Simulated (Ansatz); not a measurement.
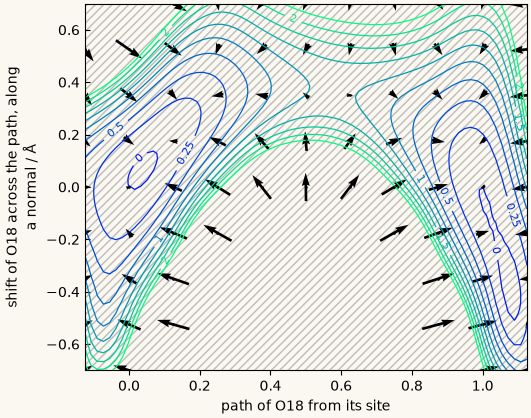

Energy landscape of LiNbO₃ (R-3c phase) with one O vacancy (19 atoms in the cell, cell charge +2). An atom moved over a plane that holds its own site and a neighbouring vacancy (x along [1 0 0], y along [0 1 1], z along [0 −2 1] of the conventional cell). First axis: path of O18 from its site (0) to the vacancy (1), 2.820 Å. Second axis: shift of O18 across the path, along a normal. Nothing is relaxed (all other atoms held at the sites of the perfect crystal). The grid has 11 × 9 points; 76 points were computed and 1 follow by symmetry. At 22 points there is no value (left out of the scan, as a rule where atoms come close). Points are written as (first, second). Energies are in eV per cell, from the lowest grid point. The cell is charged on a uniform background, without a charge correction. All numbers below come from DFT PBE, scalar-relativistic, plane waves, PAW in Ansatz 0.2.0. Settings: cutoff 420 eV, k-mesh 4×4×4, gaussian smearing 0.05 eV, no spin polarisation.

Drawn: contour lines labelled in eV (none above 2.25), dots at the grid points, arrows along the force (downhill), their lengths compressed, hatched blanks where no value was computed. Between grid points the surface is interpolated. 

Question: Where are the wells?

Answer: The lowest grid point is at (0.000, 0.000 Å) [nearest 1 Li at 1.99 Å and 2 Nb at 2.00 Å]; the map holds 2 wells of about this depth. No other kind of well shows on this grid. The highest grid point, (0.125, −0.525 Å) [nearest 1 Nb at 1.41 Å], lies 6.74 eV above the lowest. On the interpolated surface the easiest way out of the lowest well to the well at about (1.00, −0.05 Å) passes a barrier of about 1.3 eV.

The whole map (76 points run) took 14 min on 4 threads of Intel(R) Xeon(R) Platinum 8488C (Sapphire Rapids), with other jobs on the host.

PAW datasets: the set soft_1.
